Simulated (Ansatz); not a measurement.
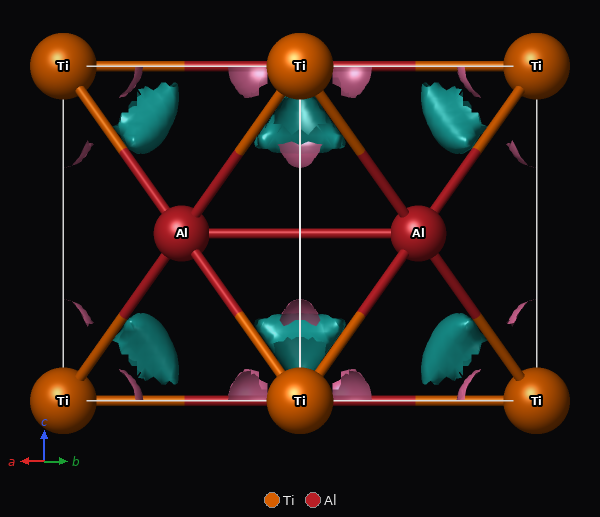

*TiAl₃. Density of the crystal less the densities of its Al sublattice and of the rest (Ti), each computed alone with the atoms in place (the rest with spin, the Al sublattice without): teal surfaces at +0.04 and pink ones at −0.04 e/Å³, in the conventional cell seen along [110] (the regions close to the nuclei are left out). Cores are masked to 1.0 Å (Ti) and 0.8 Å (Al).*

Space group Pm-3m. The cell comes from a database of computed structures, not from a measurement.

Computed with Ansatz 0.2.0, DFT PBEsol, scalar-relativistic, plane waves, PAW.

In a PAW calculation such maps are meaningful between the atoms, not at the nuclei.

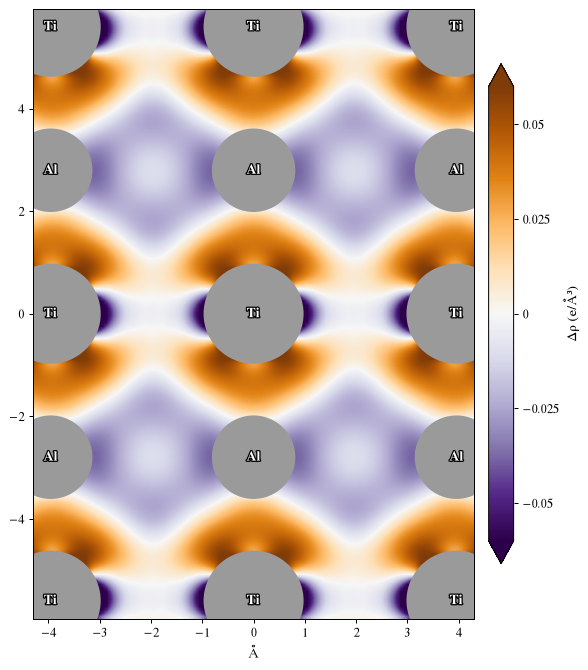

Second picture: a map on the (110) plane of the conventional cell, with grey discs over the atomic cores.

### How does charge move when the Al sublattice is put in?

Over the whole cell, outside the masked cores, the largest gain lies at the edge of the masked core of Ti, and the largest loss, 0.07 e/Å³, lies 1.1 Å from a titanium nucleus. About 0.2 e is rearranged for each Al atom. By Bader's partition Al carries −0.23 e, so little net charge passes. Among metals such charges hang on how the charge between the atoms is shared out.

### How much energy binds the Al sublattice to the rest, with both frozen?

E(crystal) − E(Al sublattice) − E(rest) is −2.1 eV for each Al atom (negative: bound). The references are the frozen sublattices, not the elements, so this isn't a formation energy. A moment in a sublattice run without spin would make it less negative.

Run times: 9.9 s (whole crystal), 4.2 s (the rest) and 5.7 s (sublattice Al), on 2 threads of Arm Neoverse V1, on a shared host.
